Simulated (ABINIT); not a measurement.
Run report: CuAu, geometry relaxation (part 3 of 4)

Continued. System: CuAu (P4/mmm, 2 atoms in the cell). Method: Kohn-Sham DFT of a periodic cell, PBEsol, Ansatz PAW PBE default generated set, frozen core, no spin polarisation (ABINIT 10.8.3); cutoff 419.06 eV, 7×7×5 k-mesh, fermi-dirac of 0.05 eV. The structure derives from an entry of the Crystallography Open Database.

Geometry of the input (Å; fractional positions):
```
2.8107  0.0000  0.0000
0.0000  2.8107  0.0000
0.0000  0.0000  3.6850
Au 0.0000  0.0000  0.0000
Cu 0.5000  0.5000  0.5000
```

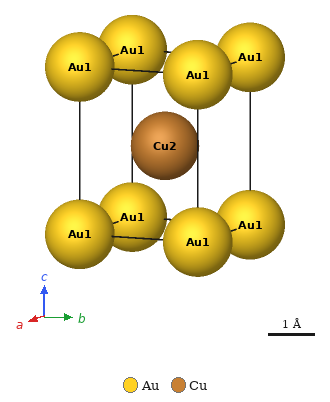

Fig. 1: The input geometry (spheres-only view of the cell of the calculation, seen slightly off an axis; atoms are numbered from 1 in the order of the input). An atom can appear more than once, as a periodic image.

## Output, continued
```
--- !ResultsGS
iteration_state: {dtset: 1, itime: 5, icycle: 1, }
comment   : Summary of ground state results
lattice_vectors:
- [  5.3017509,   0.0000000,   0.0000000, ]
- [  0.0000000,   5.3017509,   0.0000000, ]
- [  0.0000000,   0.0000000,   6.8201562, ]
lattice_lengths: [   5.30175,    5.30175,    6.82016, ]
lattice_angles: [ 90.000,  90.000,  90.000, ] # degrees, (23, 13, 12)
lattice_volume:   1.9170479E+02
convergence: {deltae:  9.095E-13, res2:  1.734E-11, residm:  1.969E-07, diffor: null, }
etotal    :  -3.35618488E+02
entropy   :   0.00000000E+00
fermie    :   3.24278992E-01
cartesian_stress_tensor: # hartree/bohr^3
- [ -1.75358859E-06,   0.00000000E+00,   0.00000000E+00, ]
- [  0.00000000E+00,  -1.75358859E-06,   0.00000000E+00, ]
- [  0.00000000E+00,   0.00000000E+00,   1.43158997E-05, ]
pressure_GPa:  -1.0600E-01
xred      :
- [  0.0000E+00,   0.0000E+00,   0.0000E+00, Au]
- [  5.0000E-01,   5.0000E-01,   5.0000E-01, Cu]
cartesian_forces: # hartree/bohr
- [ -0.00000000E+00,  -0.00000000E+00,  -0.00000000E+00, ]
- [ -0.00000000E+00,  -0.00000000E+00,  -0.00000000E+00, ]
force_length_stats: {min:   0.00000000E+00, max:   0.00000000E+00, mean:   0.00000000E+00, }
...

 Integrated electronic density in atomic spheres:
 ------------------------------------------------
 Atom  Sphere_radius  Integrated_density
    1        2.63806         18.00217274
    2        2.63806         18.86926342

---OUTPUT-----------------------------------------------------------------------

 Cartesian coordinates (xcart) [bohr]
  0.00000000000000E+00  0.00000000000000E+00  0.00000000000000E+00
  2.65087546284602E+00  2.65087546284602E+00  3.41007811726660E+00
 Reduced coordinates (xred)
  0.00000000000000E+00  0.00000000000000E+00  0.00000000000000E+00
  5.00000000000000E-01  5.00000000000000E-01  5.00000000000000E-01
 Cartesian forces (fcart) [Ha/bohr]; max,rms= 0.00000E+00 0.00000E+00 (free atoms)
 -0.00000000000000E+00 -0.00000000000000E+00 -0.00000000000000E+00
 -0.00000000000000E+00 -0.00000000000000E+00 -0.00000000000000E+00
 Gradient of E wrt nuclear positions in reduced coordinates (gred)
  0.00000000000000E+00  0.00000000000000E+00  0.00000000000000E+00
  0.00000000000000E+00  0.00000000000000E+00  0.00000000000000E+00
 Scale of Primitive Cell (acell) [bohr]
  5.30175092569203E+00  5.30175092569203E+00  6.82015623453319E+00
 Real space primitive translations (rprimd) [bohr]
  5.30175092569203E+00  0.00000000000000E+00  0.00000000000000E+00
  0.00000000000000E+00  5.30175092569203E+00  0.00000000000000E+00
  0.00000000000000E+00  0.00000000000000E+00  6.82015623453319E+00
 Unitary Cell Volume (ucvol) [Bohr^3]=  1.91704790356680E+02
 Angles (23,13,12)= [degrees]
  9.00000000000000E+01  9.00000000000000E+01  9.00000000000000E+01
 Lengths [Bohr]
  5.30175092569203E+00  5.30175092569203E+00  6.82015623453319E+00
 Stress tensor in cartesian coordinates (strten) [Ha/bohr^3]
 -1.75358859241803E-06  0.00000000000000E+00  0.00000000000000E+00
  0.00000000000000E+00 -1.75358859244579E-06  0.00000000000000E+00
  0.00000000000000E+00  0.00000000000000E+00  1.43158997079618E-05
 Total energy (etotal) [Ha]= -3.35618488379247E+02

 Difference of energy with previous step (new-old):
           Absolute (Ha)=-4.38999E-05
           Relative     =-1.30803E-07

--- Iteration: ( 6/50) Internal Cycle: (1/1)
--------------------------------------------------------------------------------

---SELF-CONSISTENT-FIELD CONVERGENCE--------------------------------------------

--- !BeginCycle
iteration_state: {dtset: 1, itime: 6, icycle: 1, }
solver: {iscf: 17, nstep: 80, nline: 4, wfoptalg: 10, }
tolerances: {tolvrs: 1.00E-10, }
...

     iter   Etot(hartree)      deltaE(h)  residm     nres2
 ETOT  1  -335.62138485192    -3.356E+02 1.074E+03 1.721E+00
 ETOT  2  -335.62075129714     6.336E-04 2.727E-01 1.523E+00
 ETOT  3  -335.62025799870     4.933E-04 7.649E-03 1.075E+00
 ETOT  4  -335.61847272595     1.785E-03 3.323E-03 9.373E-03
 ETOT  5  -335.61850770949    -3.498E-05 9.408E-04 7.662E-03
 ETOT  6  -335.61849438167     1.333E-05 2.360E-04 3.547E-05
 ETOT  7  -335.61849517911    -7.974E-07 6.710E-06 4.788E-04
 ETOT  8  -335.61849480232     3.768E-07 1.511E-06 1.403E-05
 ETOT  9  -335.61849480142     8.945E-10 2.265E-06 6.102E-06
 ETOT 10  -335.61849479987     1.554E-09 9.736E-07 4.393E-07
 ETOT 11  -335.61849479928     5.858E-10 1.797E-06 7.231E-08
 ETOT 12  -335.61849479933    -4.809E-11 4.827E-07 4.006E-08
 ETOT 13  -335.61849479930     3.473E-11 7.147E-07 1.734E-08
 ETOT 14  -335.61849479926     3.553E-11 1.899E-07 9.882E-10
 ETOT 15  -335.61849479926    -6.821E-13 2.731E-07 2.395E-10
 ETOT 16  -335.61849479926     8.527E-13 7.437E-08 2.187E-12

 At SCF step   16       nres2   =  2.19E-12 < tolvrs=  1.00E-10 =>converged.

 Cartesian components of stress tensor (hartree/bohr^3)
  sigma(1 1)=  5.04966858E-06  sigma(3 2)=  0.00000000E+00
  sigma(2 2)=  5.04966858E-06  sigma(3 1)=  0.00000000E+00
  sigma(3 3)= -1.05056779E-05  sigma(2 1)=  0.00000000E+00

--- !ResultsGS
iteration_state: {dtset: 1, itime: 6, icycle: 1, }
comment   : Summary of ground state results
lattice_vectors:
- [  5.3280026,   0.0000000,   0.0000000, ]
- [  0.0000000,   5.3280026,   0.0000000, ]
- [  0.0000000,   0.0000000,   6.7436648, ]
lattice_lengths: [   5.32800,    5.32800,    6.74366, ]
lattice_angles: [ 90.000,  90.000,  90.000, ] # degrees, (23, 13, 12)
lattice_volume:   1.9143654E+02
convergence: {deltae:  8.527E-13, res2:  2.187E-12, residm:  7.437E-08, diffor: null, }
etotal    :  -3.35618495E+02
entropy   :   0.00000000E+00
fermie    :   3.25810066E-01
cartesian_stress_tensor: # hartree/bohr^3
- [  5.04966858E-06,   0.00000000E+00,   0.00000000E+00, ]
- [  0.00000000E+00,   5.04966858E-06,   0.00000000E+00, ]
- [  0.00000000E+00,   0.00000000E+00,  -1.05056779E-05, ]
pressure_GPa:   3.9850E-03
xred      :
- [  0.0000E+00,   0.0000E+00,   0.0000E+00, Au]
- [  5.0000E-01,   5.0000E-01,   5.0000E-01, Cu]
cartesian_forces: # hartree/bohr
- [ -0.00000000E+00,  -0.00000000E+00,  -0.00000000E+00, ]
- [ -0.00000000E+00,  -0.00000000E+00,  -0.00000000E+00, ]
force_length_stats: {min:   0.00000000E+00, max:   0.00000000E+00, mean:   0.00000000E+00, }
...

 Integrated electronic density in atomic spheres:
 ------------------------------------------------
 Atom  Sphere_radius  Integrated_density
    1        2.63806         18.00957893
    2        2.63806         18.88826712

---OUTPUT-----------------------------------------------------------------------

 Cartesian coordinates (xcart) [bohr]
  0.00000000000000E+00  0.00000000000000E+00  0.00000000000000E+00
  2.66400129514106E+00  2.66400129514106E+00  3.37183241166234E+00
 Reduced coordinates (xred)
  0.00000000000000E+00  0.00000000000000E+00  0.00000000000000E+00
  5.00000000000000E-01  5.00000000000000E-01  5.00000000000000E-01
 Cartesian forces (fcart) [Ha/bohr]; max,rms= 0.00000E+00 0.00000E+00 (free atoms)
 -0.00000000000000E+00 -0.00000000000000E+00 -0.00000000000000E+00
 -0.00000000000000E+00 -0.00000000000000E+00 -0.00000000000000E+00
 Gradient of E wrt nuclear positions in reduced coordinates (gred)
  0.00000000000000E+00  0.00000000000000E+00  0.00000000000000E+00
  0.00000000000000E+00  0.00000000000000E+00  0.00000000000000E+00
 Scale of Primitive Cell (acell) [bohr]
  5.32800259028212E+00  5.32800259028212E+00  6.74366482332467E+00
 Real space primitive translations (rprimd) [bohr]
  5.32800259028212E+00  0.00000000000000E+00  0.00000000000000E+00
  0.00000000000000E+00  5.32800259028212E+00  0.00000000000000E+00
  0.00000000000000E+00  0.00000000000000E+00  6.74366482332467E+00
 Unitary Cell Volume (ucvol) [Bohr^3]=  1.91436537778968E+02
 Angles (23,13,12)= [degrees]
  9.00000000000000E+01  9.00000000000000E+01  9.00000000000000E+01
 Lengths [Bohr]
  5.32800259028212E+00  5.32800259028212E+00  6.74366482332467E+00
 Stress tensor in cartesian coordinates (strten) [Ha/bohr^3]
  5.04966857658995E-06  0.00000000000000E+00  0.00000000000000E+00
  0.00000000000000E+00  5.04966857658995E-06  0.00000000000000E+00
  0.00000000000000E+00  0.00000000000000E+00 -1.05056778706841E-05
 Total energy (etotal) [Ha]= -3.35618494799261E+02

 Difference of energy with previous step (new-old):
           Absolute (Ha)=-6.42001E-06
           Relative     =-1.91289E-08

--- Iteration: ( 7/50) Internal Cycle: (1/1)
--------------------------------------------------------------------------------

---SELF-CONSISTENT-FIELD CONVERGENCE--------------------------------------------

--- !BeginCycle
iteration_state: {dtset: 1, itime: 7, icycle: 1, }
solver: {iscf: 17, nstep: 80, nline: 4, wfoptalg: 10, }
tolerances: {tolvrs: 1.00E-10, }
...

     iter   Etot(hartree)      deltaE(h)  residm     nres2
 ETOT  1  -335.61919569989    -3.356E+02 4.706E-02 3.862E-01
 ETOT  2  -335.61881254464     3.832E-04 2.546E-04 1.958E-01
 ETOT  3  -335.61901627396    -2.037E-04 5.615E-04 3.358E-01
 ETOT  4  -335.61849648890     5.198E-04 2.303E-04 3.614E-03
 ETOT  5  -335.61850235900    -5.870E-06 6.799E-06 1.122E-03
 ETOT  6  -335.61850033961     2.019E-06 3.811E-06 7.909E-06
 ETOT  7  -335.61850034332    -3.708E-09 1.062E-06 5.346E-05
 ETOT  8  -335.61850028849     5.483E-08 3.717E-07 5.874E-07
 ETOT  9  -335.61850029100    -2.513E-09 4.270E-07 1.238E-06
 ETOT 10  -335.61850029022     7.852E-10 2.540E-07 1.312E-07
 ETOT 11  -335.61850029012     9.641E-11 2.402E-07 6.325E-08
 ETOT 12  -335.61850029006     5.679E-11 1.035E-07 4.201E-09
 ETOT 13  -335.61850029006     4.320E-12 9.394E-08 3.032E-09
 ETOT 14  -335.61850029005     5.457E-12 4.239E-08 3.008E-10
 ETOT 15  -335.61850029005    -6.253E-13 3.882E-08 1.751E-10
 ETOT 16  -335.61850029005     2.672E-12 1.779E-08 2.059E-11

 At SCF step   16       nres2   =  2.06E-11 < tolvrs=  1.00E-10 =>converged.

 Cartesian components of stress tensor (hartree/bohr^3)
  sigma(1 1)= -5.43040319E-07  sigma(3 2)=  0.00000000E+00
  sigma(2 2)= -5.43040319E-07  sigma(3 1)=  0.00000000E+00
  sigma(3 3)=  3.14762113E-06  sigma(2 1)=  0.00000000E+00

--- !ResultsGS
iteration_state: {dtset: 1, itime: 7, icycle: 1, }
comment   : Summary of ground state results
lattice_vectors:
- [  5.3147675,   0.0000000,   0.0000000, ]
- [  0.0000000,   5.3147675,   0.0000000, ]
- [  0.0000000,   0.0000000,   6.7804982, ]
lattice_lengths: [   5.31477,    5.31477,    6.78050, ]
lattice_angles: [ 90.000,  90.000,  90.000, ] # degrees, (23, 13, 12)
lattice_volume:   1.9152706E+02
convergence: {deltae:  2.672E-12, res2:  2.059E-11, residm:  1.779E-08, diffor: null, }
etotal    :  -3.35618500E+02
entropy   :   0.00000000E+00
fermie    :   3.25317059E-01
cartesian_stress_tensor: # hartree/bohr^3
- [ -5.43040319E-07,   0.00000000E+00,   0.00000000E+00, ]
- [  0.00000000E+00,  -5.43040319E-07,   0.00000000E+00, ]
- [  0.00000000E+00,   0.00000000E+00,   3.14762113E-06, ]
pressure_GPa:  -2.0218E-02
xred      :
- [  0.0000E+00,   0.0000E+00,   0.0000E+00, Au]
- [  5.0000E-01,   5.0000E-01,   5.0000E-01, Cu]
cartesian_forces: # hartree/bohr
- [ -0.00000000E+00,  -0.00000000E+00,  -0.00000000E+00, ]
- [ -0.00000000E+00,  -0.00000000E+00,  -0.00000000E+00, ]
force_length_stats: {min:   0.00000000E+00, max:   0.00000000E+00, mean:   0.00000000E+00, }
...

 Integrated electronic density in atomic spheres:
 ------------------------------------------------
 Atom  Sphere_radius  Integrated_density
    1        2.63806         18.00701209
    2        2.63806         18.88104019

---OUTPUT-----------------------------------------------------------------------

 Cartesian coordinates (xcart) [bohr]
  0.00000000000000E+00  0.00000000000000E+00  0.00000000000000E+00
  2.65738373568288E+00  2.65738373568288E+00  3.39024907770814E+00
 Reduced coordinates (xred)
  0.00000000000000E+00  0.00000000000000E+00  0.00000000000000E+00
  5.00000000000000E-01  5.00000000000000E-01  5.00000000000000E-01
 Cartesian forces (fcart) [Ha/bohr]; max,rms= 0.00000E+00 0.00000E+00 (free atoms)
 -0.00000000000000E+00 -0.00000000000000E+00 -0.00000000000000E+00
 -0.00000000000000E+00 -0.00000000000000E+00 -0.00000000000000E+00
 Gradient of E wrt nuclear positions in reduced coordinates (gred)
  0.00000000000000E+00  0.00000000000000E+00  0.00000000000000E+00
  0.00000000000000E+00  0.00000000000000E+00  0.00000000000000E+00
 Scale of Primitive Cell (acell) [bohr]
  5.31476747136576E+00  5.31476747136576E+00  6.78049815541628E+00
 Real space primitive translations (rprimd) [bohr]
  5.31476747136576E+00  0.00000000000000E+00  0.00000000000000E+00
  0.00000000000000E+00  5.31476747136576E+00  0.00000000000000E+00
  0.00000000000000E+00  0.00000000000000E+00  6.78049815541628E+00
 Unitary Cell Volume (ucvol) [Bohr^3]=  1.91527058475518E+02
 Angles (23,13,12)= [degrees]
  9.00000000000000E+01  9.00000000000000E+01  9.00000000000000E+01
 Lengths [Bohr]
  5.31476747136576E+00  5.31476747136576E+00  6.78049815541628E+00
 Stress tensor in cartesian coordinates (strten) [Ha/bohr^3]
 -5.43040318864985E-07  0.00000000000000E+00  0.00000000000000E+00
  0.00000000000000E+00 -5.43040318962129E-07  0.00000000000000E+00
  0.00000000000000E+00  0.00000000000000E+00  3.14762112584022E-06
 Total energy (etotal) [Ha]= -3.35618500290050E+02

 Difference of energy with previous step (new-old):
           Absolute (Ha)=-5.49079E-06
           Relative     =-1.63602E-08

--- Iteration: ( 8/50) Internal Cycle: (1/1)
--------------------------------------------------------------------------------

---SELF-CONSISTENT-FIELD CONVERGENCE--------------------------------------------

--- !BeginCycle
iteration_state: {dtset: 1, itime: 8, icycle: 1, }
solver: {iscf: 17, nstep: 80, nline: 4, wfoptalg: 10, }
tolerances: {tolvrs: 1.00E-10, }
...

     iter   Etot(hartree)      deltaE(h)  residm     nres2
 ETOT  1  -335.61852927514    -3.356E+02 9.831E-03 1.629E-02
 ETOT  2  -335.61852852395     7.512E-07 1.338E-05 1.758E-02
 ETOT  3  -335.61851331349     1.521E-05 2.553E-05 8.388E-03
 ETOT  4  -335.61850086878     1.244E-05 7.575E-06 2.596E-04
 ETOT  5  -335.61850081440     5.438E-08 2.725E-07 5.050E-05
 ETOT  6  -335.61850073642     7.797E-08 1.981E-07 1.645E-06
 ETOT  7  -335.61850074285    -6.421E-09 7.606E-08 2.230E-06
 ETOT  8  -335.61850074063     2.213E-09 2.693E-08 2.529E-08
 ETOT  9  -335.61850074069    -6.253E-11 2.572E-08 1.288E-08
 ETOT 10  -335.61850074069     2.444E-12 9.369E-09 1.824E-09
 ETOT 11  -335.61850074069     3.013E-12 1.195E-08 8.112E-10
 ETOT 12  -335.61850074069    -4.547E-13 4.694E-09 2.890E-10
 ETOT 13  -335.61850074069    -5.684E-13 6.355E-09 1.827E-11

 At SCF step   13       nres2   =  1.83E-11 < tolvrs=  1.00E-10 =>converged.

 Cartesian components of stress tensor (hartree/bohr^3)
  sigma(1 1)=  5.98429311E-08  sigma(3 2)=  0.00000000E+00
  sigma(2 2)=  5.98429311E-08  sigma(3 1)=  0.00000000E+00
  sigma(3 3)=  4.78084847E-07  sigma(2 1)=  0.00000000E+00
```
